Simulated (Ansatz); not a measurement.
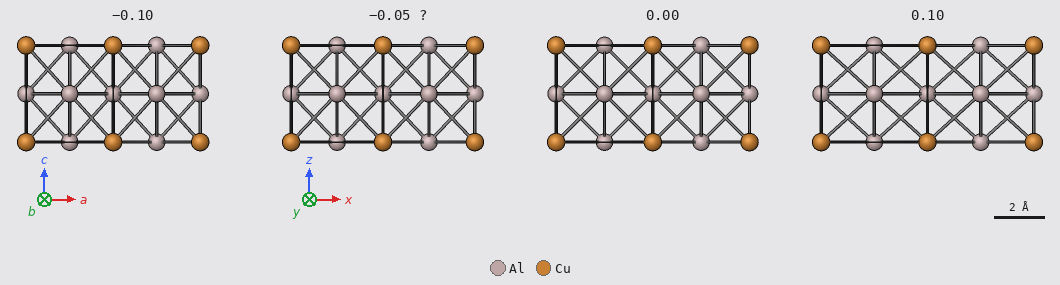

A scan of a crystal of Al$_{3}$Cu (Pm-3m): the cell is strained along x alone, with the atoms kept at their fractional coordinates. x, y and z are the Cartesian axes of the input. A ball-and-stick model of the cell of the calculation, repeated 2 × 2 × 1 with one cell outlined, seen along the b axis.

Theory: DFT r2SCAN, scalar-relativistic, plane waves, PAW in Ansatz. (plane-wave cutoff 500 eV; k-point mesh 12 × 12 × 12; occupations gaussian; smearing width 0.15 eV; no spin polarisation). Energies (free energies at the smearing named) are counted from the relaxed crystal.

```csv
strain,energy change (meV/atom)
−0.100,95.8
−0.075,53.6
−0.050,?
0.000,0.0
0.025,5.8
0.075,43.7
0.100,71.0
```

Question: One row is withheld. What is its energy?

Answer: A straight line between the two neighbours gives 35.7 meV/atom. A cubic through the four nearest rows (−0.100, −0.075, 0.000, 0.025) gives, with Lagrange weights, (−0.3000)(95.8) + (1.0000)(53.6) + (0.5000)(0.0) + (−0.2000)(5.8) = 23.7 meV/atom. The calculation gives 23.9 meV/atom, so the cubic is 0.2 meV/atom too low and the straight line 11.8 meV/atom too high, as the curve bends upwards here.

The whole profile:

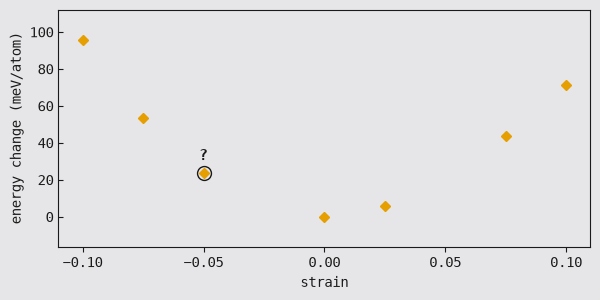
